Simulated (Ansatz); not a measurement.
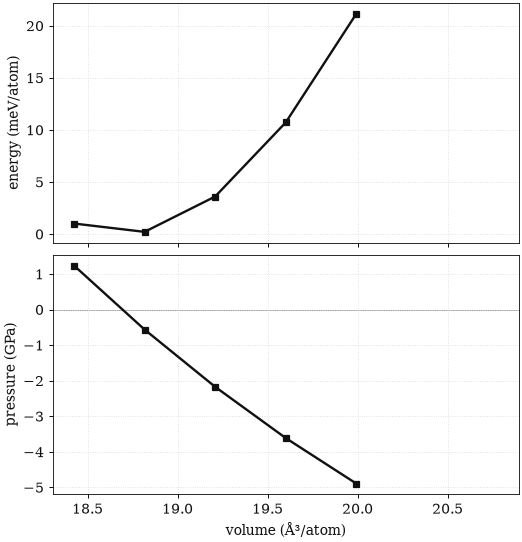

The figure shows the energy and pressure against volume for ZnS, space group P6_3mc (No. 186).

Cell as given: a = 3.812 Å, b = 3.812 Å, c = 18.690 Å, α = 90.00°, β = 90.00°, γ = 120.00°; 12 atoms.

Computed with Ansatz 0.2.0: plane-wave DFT, no spin polarisation; energies at scaled volumes of the given cell, shape and fractions fixed, counted from the fit's minimum, third-order Birch-Murnaghan fit. Level: PBEsol with D3(BJ).

- k mesh: 8×8×2
- occupations: Fermi–Dirac
- smearing width: 0.05 eV
- potentials: Ansatz PAW
- wave cutoff: 420 eV
- density cutoff: 1680 eV

The points at volume 20.38 Å³/atom and 20.78 Å³/atom are left out of the plot. What values does the calculation give there?

| volume (Å³/atom) | energy (meV/atom) | pressure (GPa) |
| --- | --- | --- |
| 20.38 | 34.55 | −6.04 |
| 20.78 | 50.60 | −7.06 |

Note: shape and atomic fractions are frozen while scaling, which makes layered, chain and framework solids too stiff.
